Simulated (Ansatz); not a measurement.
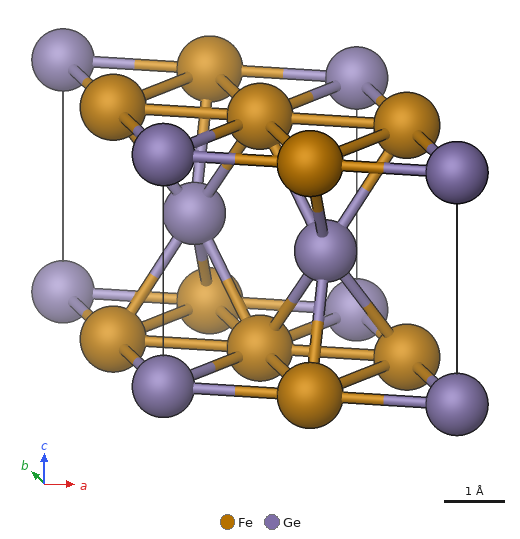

The starting point is solid FeGe (set up in P6/mmm). Style: ball-and-stick. Shown: the cell of the calculation, slightly off an axis.

Theory: Ansatz, DFT r2SCAN, scalar-relativistic, plane waves, PAW. Set-up: plane-wave cutoff 500 eV; k-point mesh 12 × 12 × 10; occupations gaussian; smearing width 0.1 eV; collinear spin.

Change: The volume is changed by −3.0 %. The cell's shape and the atoms are relaxed at that volume.

Input file:
```yaml
crystal:
  lattice:
    - [4.9363415743, 0.0, 0.0]
    - [-2.4681707871, 4.2749972051, 0.0]
    - [0.0, 0.0, 4.0726937368]
  atoms:
    - { symbol: Fe, position: [0.5, 0.0, 0.0], spin: 2.61 }
    - { symbol: Fe, position: [0.5, 0.5, 0.0], spin: 2.61 }
    - { symbol: Fe, position: [0.0, 0.5, 0.0], spin: 2.61 }
    - { symbol: Ge, position: [0.0, 0.0, 0.0] }
    - { symbol: Ge, position: [0.3333333333, 0.6666666667, 0.5] }
    - { symbol: Ge, position: [0.6666666667, 0.3333333333, 0.5] }
basis:
  ecutwfc: 500
kpoints:
  mp_grid: { grid: [12, 12, 10] }
hamiltonian:
  xc: r2scan
scf:
  occupations: { method: gaussian, width: 0.1 }
output:
  forces: true
  stress: true
  eigenvalues: true
  populations: true
magnetization:
  spin_polarized: true
relax:
  adjacent_minimum: "off"
  f_tol: 0.01
  max_steps: 30
  cell: { stress_tol: 0.1, fix: [volume] }
```

Command:
```bash
ansatz run input.yaml --threads 2 --pin off --max-ram 5120MiB --backend cpu --events-out ev --progress --plain --runs-dir out
```

Question: What is the effect?

Answer: Cell: a = b 4.987 → 4.943 Å (−0.9 %), c 4.114 → 4.063 Å (−1.3 %). Volume −3.0 %. No atom moves by more than 0.005 Å relative to the cell. Some distances before and after: Fe–Ge 2.511 → 2.482 Å, Fe–Ge 2.493 → 2.471 Å, Fe–Fe 2.493 → 2.471 Å. The space group stays P6/mmm (No. 191). It costs 4.5 meV per atom. The pressure goes from 0.0 to 3.4 GPa. The absolute magnetisation per cell goes from 7.80 to 7.47 μB (net moment 6.63 and 6.33 μB).
